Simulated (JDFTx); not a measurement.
**A series of single points on CdTe**

System: CdTe (2 atoms in the cell).
Method: Kohn-Sham DFT of a periodic cell, LDA, PseudoDojo-SR-LDA-0.4.1-standard, no spin polarisation (JDFTx 1.7.0 (patched build)).

The 7 runs differ only in the geometry, by an even scaling of the cell at fixed fractional positions. The structure derives from an entry of the Crystallography Open Database.

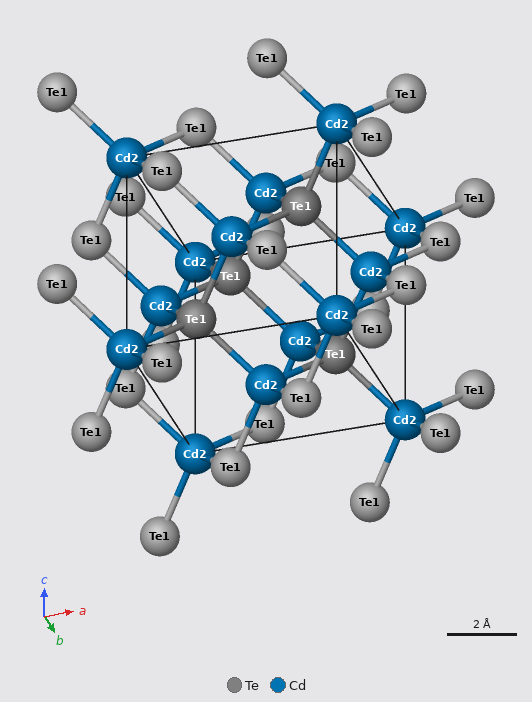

Figure 1. The structure of run 4 (ball-and-stick view of the cell 4 times as large as that of the calculation, set on its symmetry axes, seen at an oblique angle; neighbours outside the cell are drawn fainter; atoms are numbered from 1 in the order of the input). An atom can appear more than once, as a periodic image.

### Input of run 4
```
lattice Face-Centered Cubic 12.1131444589
coords-type Lattice
ion Te     0.7500000000     0.7500000000     0.7500000000 1
ion Cd     0.0000000000     0.0000000000     0.0000000000 1

ion-species pseudo/Te.upf
ion-species pseudo/Cd.upf
elec-cutoff 51 408
elec-ex-corr lda-PW
kpoint-folding 7 7 7
elec-smearing Fermi 0.0018374661
elec-n-bands 25
electronic-SCF nIterations 100 energyDiffThreshold 1e-09
electronic-minimize nIterations 30 energyDiffThreshold 1e-7
forces-output-coords Cartesian

dump-name run.$VAR
dump End Ecomponents EigStats BandEigs Kpoints Forces Stress ElecDensity Dtot KEdensity
```

Command:
```bash
jdftx -c 1 -i CdTe.in -o CdTe.out
```

Lattice vectors (Å) and fractional positions of run 4:
```
   0.000000    3.205000    3.205000
   3.205000    0.000000    3.205000
   3.205000    3.205000    0.000000
Te  0.750000  0.750000  0.750000
Cd  0.000000  0.000000  0.000000
```

Run 2 has the same physical settings and fractional positions; its lattice vectors (Å) are:
```
   0.000000    3.161684    3.161684
   3.161684    0.000000    3.161684
   3.161684    3.161684    0.000000
```

### Results, with one run withheld

```csv
run,volume per atom (Å³),"free energy per atom, from the lowest run given (meV)",pressure (GPa),gap on the mesh (eV)
1,30.947,20.25,3.36,0.80
2,31.605,?,?,?
3,32.263,2.27,1.00,0.67
4,32.922,0.00,0.02,0.61
5,33.580,1.56,−0.86,0.55
6,34.239,6.52,−1.64,0.49
7,34.897,14.52,−2.33,0.44
```

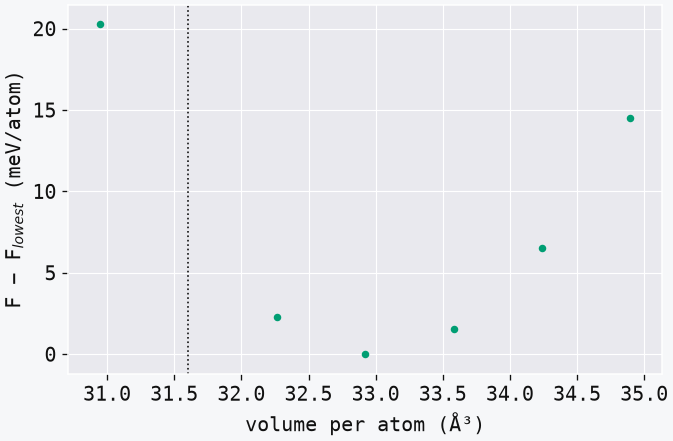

Figure 2. Free energy per atom of the runs given; the dotted line marks run 2.

What should run 2 give?

A cubic polynomial in V^(−2/3) (the Birch–Murnaghan form), fitted to the 6 runs given, misses them by at most 0.01 meV per atom. With x = V^(−2/3) − 0.09701 Å⁻², it reads F = 0.056631 − 555.25 x + 1.1272e+06 x² + 4.9318e+06 x³ (meV per atom). At run 2 it gives 8.84 meV per atom, and the run itself gives 8.84. The slope of the fit gives a pressure −dF/dV of 2.17 GPa there, and the run prints 2.11 GPa. The two needn't agree exactly: the fit is approximate, and the printed stress is taken on a finite basis. The fit has its minimum at 32.971 Å³ per atom, where V d²F/dV² gives 46.2 GPa: the bulk modulus at this level, since symmetry fixes the shape and the positions. The gap on the mesh goes, without turning, from 0.80 eV in run 1 to 0.44 eV in run 7; run 2 has 0.73 eV. These are gaps of this functional on this mesh, which can miss the band edges; they aren't the measured gap.

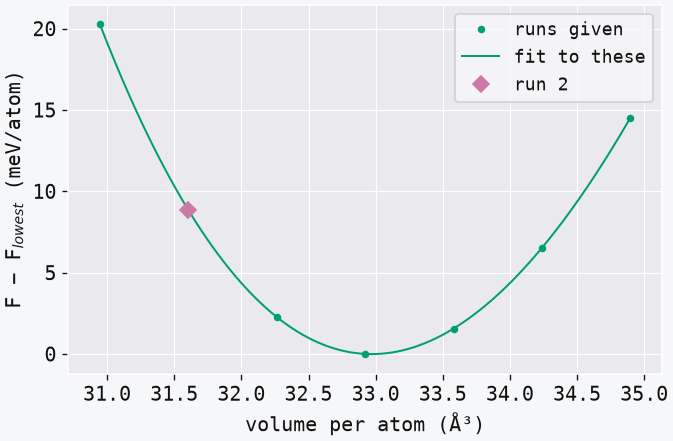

Figure 3. The fit and the withheld run.

### Some lines of the output (run 2)
```
[...]
elec-smearing Fermi 0.00183747
unit cell volume = 426.562
     Etot =     -261.6383453390113800
        F =     -261.6383455524922397
	HOMO-LUMO gap: +0.027007
	Optical gap  : +0.027007 at state 0 ( [ +0.000000 +0.000000 +0.000000 ] spin 0 )
```
